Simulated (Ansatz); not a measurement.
```xyz
2
Lattice="2.0212 -2.0211 0.0000 2.0212 2.0211 0.0000 0.0000 0.0000 2.8689" Properties=species:S:1:pos:R:3 pbc="T T T"
Al    1.9943   -1.9943    2.7739
Ni    2.0335   -0.0123    1.4781
```

Space group Pm; a point of a scan over the structure, not its minimum; a structure from a database of computed crystals, not necessarily the ambient phase; not relaxed (largest force 0.9 eV/Å); computed without spin polarisation; PAW files of the earlier set (soft_1).

Computed with Ansatz, DFT PBEsol, scalar-relativistic, plane waves, PAW.

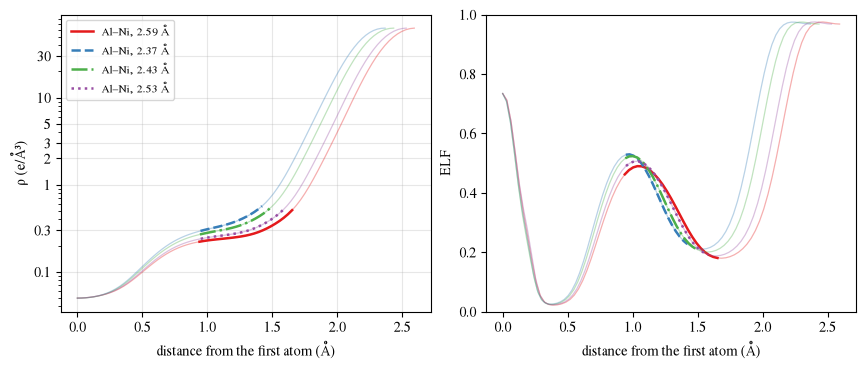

AlNi. Valence pseudo-density and ELF along straight lines between neighbouring atoms. Thin, pale parts lie inside the atomic spheres.

The density is the valence pseudo-density of a PAW calculation; it isn't the true density close to the nuclei.

What can be read from the curves?

Answer. Al–Ni (2.59 Å): ρ is about 0.26 e/Å³ halfway; the ELF is about 0.40 at the midpoint.
Al–Ni (2.37 Å): the density is about 0.36 e/Å³ at the midpoint; the ELF is about 0.40 at the midpoint.
Al–Ni (2.43 Å): ρ is about 0.33 e/Å³ halfway; the ELF is about 0.40 at the midpoint.
Al–Ni (2.53 Å): the density is about 0.28 e/Å³ at the midpoint; the ELF is about 0.40 at the midpoint.
